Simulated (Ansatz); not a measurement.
# A thicker film of LiH (110) from two thinner ones

In a field along its normal an insulating film takes a dipole p. Written as a length, p/(ε₀AE), it should grow by 1 − 1/ε for each ångström added.

Set-up. Ansatz 0.2.0, plane waves with PAW datasets (its set soft_2), PBE; rocksalt films relaxed at a bulk in-plane lattice constant near the measured one, then held in weak fields of both signs with a dipole correction (A is the cell's area, E the outer field).

| run | distance between the outer atoms (Å) | p/(ε₀AE) (Å) |
| --- | --- | --- |
| 5 units | 5.568 | 6.122 |
| 8 units | 9.803 | 9.332 |
| 12 units | 15.461 | ? |

Q: Estimate the withheld value from the rows shown.

Two rows fix a line: slope = (9.332 − 6.122) / (9.803 − 5.568) = 0.7580, intercept 1.9014. That slope means ε = 1/(1 − 0.7580) = 4.13. At 15.461 it gives 0.7580 × 15.461 + 1.9014 = 13.621 Å, beyond the rows fitted. Rounding of the rows alone allows about ±0.003 Å there; two rows can't show whether the line holds.

The run itself gives 13.677 Å: a miss of +0.056 Å, or 0.4 % of the value. The length is met to within 1 %, though ε is more sensitive than the length: the two thickest films give ε = 4.31.

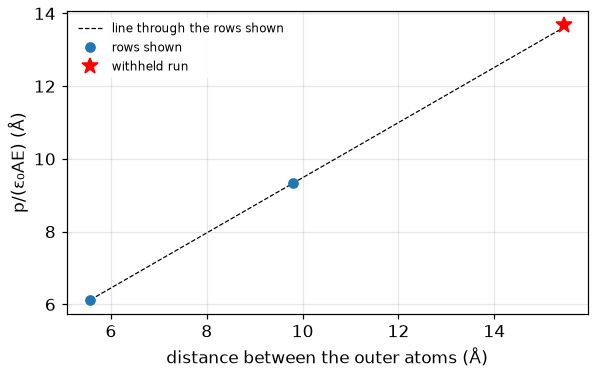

The fit and the withheld run.

**Limits.** This is the electronic response alone. A unit is one step of the cut along the normal (a plane, a pair of planes or a cell), and the layers relax along it, away from their bulk spacing where the functional's lattice constant differs from the one held.
